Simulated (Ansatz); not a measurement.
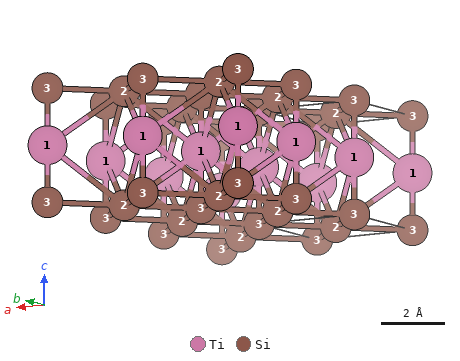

Crystalline TiSi2 (a generated structure, set up in P4/mmm) (coarse preliminary run), before the relaxation. The picture is a ball-and-stick view of the cell of the calculation, repeated 2 × 3 × 1 with one cell outlined, seen from a free direction.

Level of theory: Ansatz, DFT PBE, scalar-relativistic, plane waves, PAW.

Input file:
```yaml
crystal:
  lattice:
    - [3.56847304, 0.0, 0.0]
    - [0.0, 3.56847304, 0.0]
    - [0.0, 0.0, 3.69863248]
  atoms:
    - { symbol: Ti, position: [0.0, 0.0, 0.5] }
    - { symbol: Si, position: [0.5, 0.5, 0.0] }
    - { symbol: Si, position: [0.0, 0.0, 0.0] }
basis:
  ecutwfc: 420
kpoints:
  mp_grid: { grid: [6, 6, 6] }
hamiltonian:
  xc: pbe
scf:
  occupations: { method: gaussian, width: 0.1 }
  lower_state_search: "off"
output:
  forces: true
  stress: true
  eigenvalues: true
relax:
  adjacent_minimum: "off"
  f_tol: 0.04
  max_steps: 70
  cell: { stress_tol: 0.4 }
```

Launched with:
```bash
ansatz run input.yaml --threads 1 --pin off --max-ram 2560MiB --backend cpu --events-out ev --progress --plain --runs-dir out
```

Where does the relaxation end?

Answer. After 10 accepted moves (12 points after the start) the energy has fallen by 1689 meV per atom. All forces vanish by symmetry, so only the cell relaxes. Pressure: 37.27 GPa at the start and −0.04 GPa at the end. At 2 points the geometry stayed and the basis and grid were re-selected for the new cell (energy shift of 36.6 meV per atom at most each time). No atom moves by more than 0.005 Å relative to the cell. The volume changes by +18.8 %, with a = b 3.568 → 3.390 Å (−5.0 %), c 3.699 → 4.868 Å (+31.6 %). Among the contacts that change: Ti1–Si3 1.849 → 2.434 Å, Ti1–Si2 3.128 → 3.416 Å, Si2–Si3 2.523 → 2.397 Å. The space group stays P4/mmm (No. 123). Cost: 24 s on 1 thread of Arm Neoverse V1, on a shared host, peak memory 0.34 GiB.

History of the run:

```tsv
step	E − E(0), meV/atom	pressure, GPa	volume, Å³/atom	note
0	0.00	37.27	15.699	
1	-585.29	26.24	16.261	
2	-1021.23	18.64	16.735	
3	-1322.29	12.22	17.172	
4	-1516.85	7.17	17.550	
5	-1600.04	10.34	16.741	
6	-1643.93	1.24	18.044	
7	-1645.77	0.08	18.210	
8	-1645.86	-0.02	18.218	
9	-1682.46	2.12	18.218	same geometry, new basis
10	-1689.18	0.18	18.599	
11	-1689.37	-0.04	18.646	
12	-1689.43	-0.04	18.646	same geometry, new basis
```

The structure at the end:

```
CELL_PARAMETERS angstrom
3.38977 0.00000 0.00000
0.00000 3.38977 0.00000
0.00000 0.00000 4.86827
ATOMIC_POSITIONS crystal
Ti 0.00000 0.00000 0.50000
Si 0.50000 0.50000 0.00000
Si 0.00000 0.00000 0.00000
```

The end point in the same view:

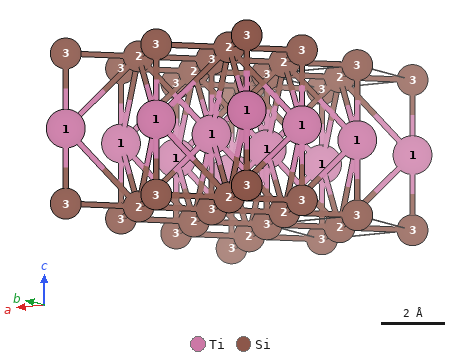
